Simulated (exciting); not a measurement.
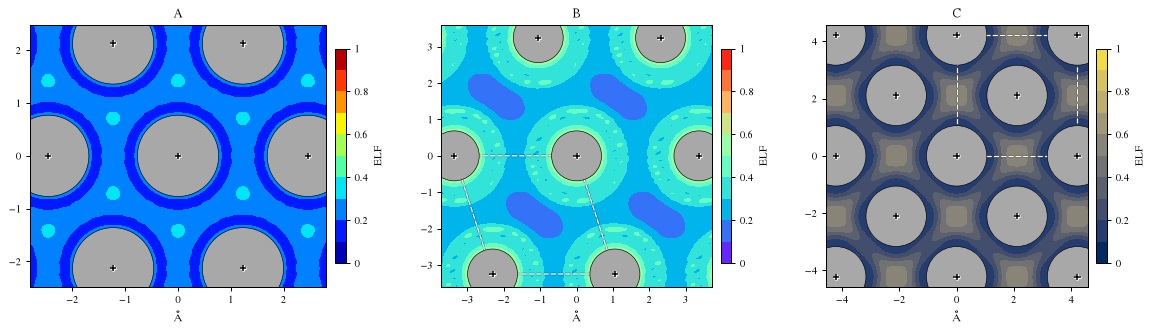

The electron localisation function of 3 systems, each on a plane through atoms (crosses mark nuclei in the plane; grey discs cover the cores).

These are results of Kohn-Sham DFT of a periodic cell, PBE, all-electron LAPW+lo, shipped species files (exciting sodium), not measurements.

System 1: Pb, the (010) plane of the conventional cell. Space group P-1; a structure from a database of computed crystals, not necessarily the ambient phase.

```yaml
crystal:
  lattice:
    - [1.99103, 1.86160, -1.96833]
    - [1.99925, -1.93748, 1.90067]
    - [-1.92337, -1.97452, -2.01359]
  atoms:
    - { symbol: Pb, position: [0.50000, 0.50000, 0.50000] }
```

System 2: Ta, the (100) plane of the conventional cell. Space group Fm-3m.

```cif
data_structure
_symmetry_space_group_name_H-M 'P 1'
_symmetry_Int_Tables_number 1
_cell_length_a 4.2200
_cell_length_b 4.2200
_cell_length_c 4.2200
_cell_angle_alpha 90.000
_cell_angle_beta 90.000
_cell_angle_gamma 90.000
_cell_volume 75.15
loop_
_atom_site_label
_atom_site_type_symbol
_atom_site_fract_x
_atom_site_fract_y
_atom_site_fract_z
_atom_site_occupancy
Ta1 Ta 0.00000 0.00000 0.00000 1
Ta2 Ta 0.50000 0.50000 0.00000 1
Ta3 Ta 0.50000 0.00000 0.50000 1
Ta4 Ta 0.00000 0.50000 0.50000 1
```

System 3: Ni, the (111) plane of the conventional cell. Space group Fm-3m; a structure from a database of computed crystals, not necessarily the ambient phase; spin-polarised.

### Match each panel to its system.

Panel A is system 3, Ni: the plane holds Ni. Ni–Ni (2.46 Å): the ELF is about 0.30 at the midpoint (no localised pair shows between them). Panel B is system 1, Pb: the plane holds Pb. Pb–Pb (3.36 Å): the ELF is about 0.20 at the midpoint; no shared electron pair shows on this line. Panel C is system 2, Ta: the plane holds Ta. Ta–Ta (2.98 Å): the ELF is about 0.30 at the midpoint; no shared electron pair shows on this line.
